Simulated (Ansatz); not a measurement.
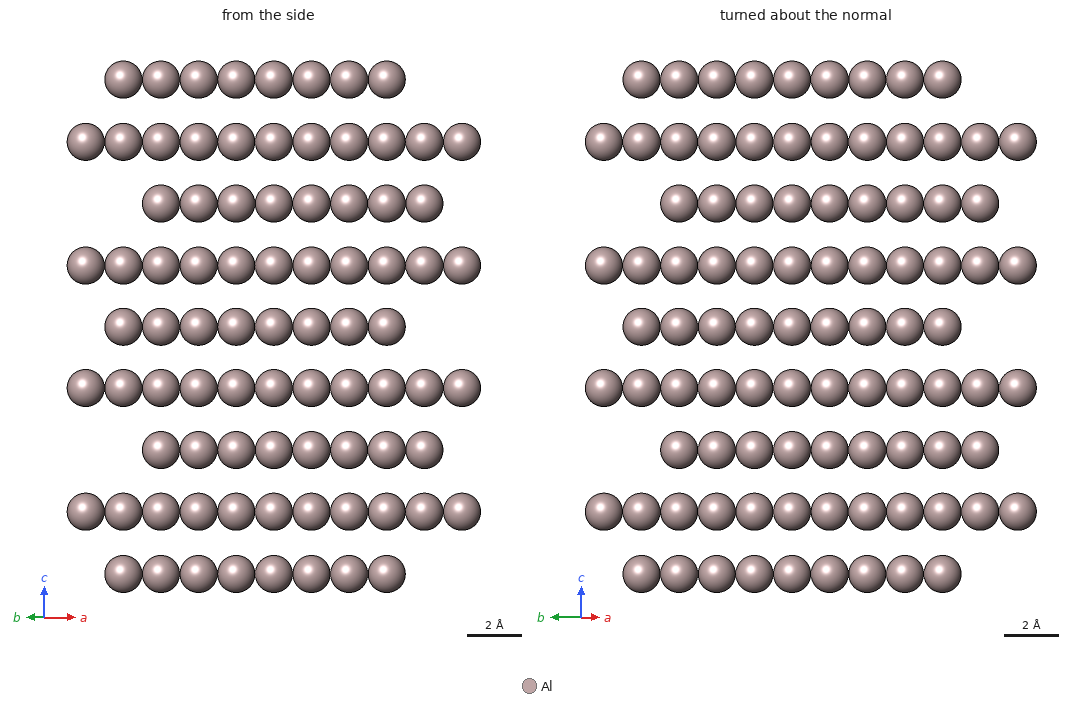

A spheres-only picture of a periodic slab, seen from the side and turned about the normal. The surface normal points up in side views; the vacuum is left out. 3×4 cells are drawn in the plane, with atoms at the edges repeated.

The cell holds 9 Al. The slab was cut from bulk Al (P6_3/mmc).

### Give the thickness from the bottom atom to the top atom.

About 19 Å from the lowest to the highest atom.

### How are the atomic planes stacked?

Nine planes: Al / Al / Al / Al / Al / Al / Al / Al / Al.

### Index the surface.

(0 0 1).

Method used: Ansatz 0.2.0, DFT r2SCAN, scalar-relativistic, plane waves, PAW. It ran with a basis cut at 500 eV, k-mesh 12×12×1, Gaussian smearing of 0.1 eV, no spin polarisation.

### How large is the work function at the top and at the bottom?

4.11 eV on both faces.

It goes back to a structure listed in the Materials Project, from which a slab was cut. The atoms were relaxed in a fixed cell with DFT r2SCAN, scalar-relativistic, plane waves, PAW (Ansatz).
